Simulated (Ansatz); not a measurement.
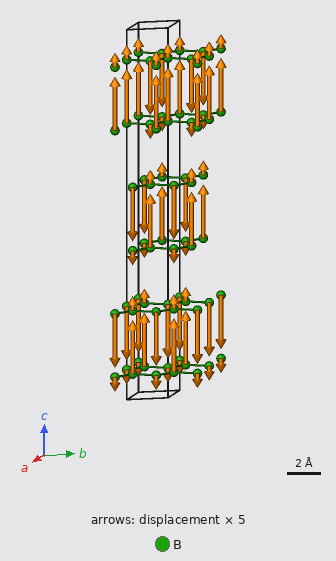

A relaxation of solid B (a generated structure, set up in R-3m) (coarse preliminary run). The starting structure is drawn; orange arrows show the displacements (the part carried along by the change of the cell is left out), 5 times their true length.

A ball-and-stick model of the conventional cell (3 times the calculation's cell), repeated 2 × 2 × 1 with one cell outlined, seen slightly off an axis. Lengths and directions refer to the drawn axes.

Case: C → B on all its sites, cell and atoms relaxed.

Computed with DFT r2SCAN, scalar-relativistic, plane waves, PAW (Ansatz). Settings: plane-wave cutoff 500 eV; k-point mesh 12 × 12 × 12; occupations gaussian; smearing width 0.1 eV; no spin polarisation; cell and atoms relaxed; force threshold 0.05 eV/Å; at most 60 steps.

What did the optimiser do to the structure, and how much energy did it gain?

The largest moves relative to the cell, 0.68 Å, are those of B atoms. Cell: a = b 2.610 → 2.853 Å (+9.3 %), c 23.103 → 12.440 Å (−46.2 %). Volume −35.7 %. Some distances before and after: B–B 4.234 → 1.822 Å, B–B 3.957 → 1.638 Å, B–B 3.744 → 1.650 Å, B–B 1.507 → 1.858 Å. New bonds form: B–B (3.74 → 1.65 Å), B–B (3.96 → 1.64 Å), B–B (4.23 → 1.82 Å). Among the angles between lasting bonds that change: B–B–B 120.0° → 100.3°. The space group stays R-3m (No. 166). The energy falls by 1677 meV per atom in 20 accepted moves (21 points after the start). Largest force component: 0.015 eV/Å at the start, 0.0035 eV/Å at the end. The pressure goes from 48.76 to 0.04 GPa. The SCF was repeated once at an unchanged geometry on a basis and grid sized afresh for the cell, which shifted the energy by 0.2 meV per atom at most. The run took 5.2 min on 1 thread of Arm Neoverse V2, on a shared host, peak memory 0.49 GiB.
